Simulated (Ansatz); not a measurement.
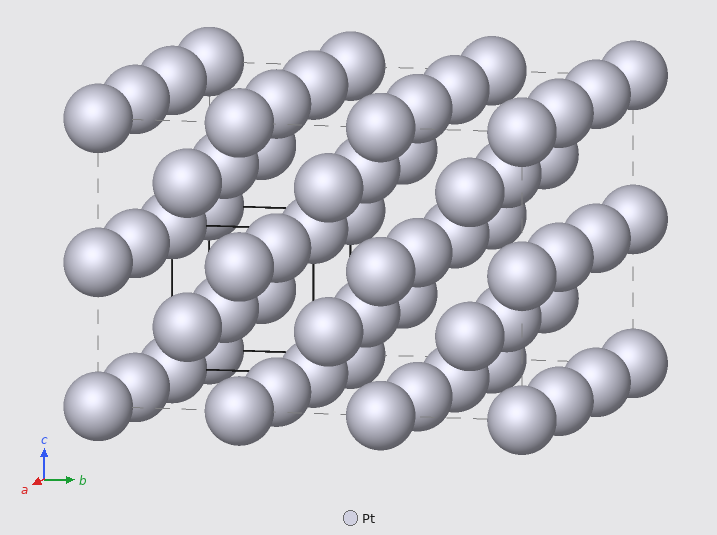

A spheres-only rendering, viewed slightly off an axis. The structure is repeated 3×3×2 times; solid lines mark one drawn cell (a repeat of the simulation cell).

Pt, a = 3.17 Å, b = 3.17 Å, c = 3.17 Å, α = 90.00°, β = 90.00°, γ = 91.15°.

Calculation details: DFT r2SCAN, scalar-relativistic, plane waves, PAW in Ansatz; 500 eV cutoff, k-points about 0.13 Å⁻¹ apart, Gaussian smearing of 0.15 eV, no spin polarisation.

Question: Is it conducting or gapped at this level?

Answer: A metal: bands cross the Fermi level.

Question: State the hydrostatic pressure.

Answer: The computed pressure is -6.4 GPa (stretched: it would shrink).

Its origin is a structure listed in the Materials Project. The cell was then strained or its atoms displaced on purpose. It went into a calculation with Ansatz.

At this level of theory the run's own cell isn't at rest (stretched, at -6 GPa), so its distances can differ from those at equilibrium, the more so the softer the solid.
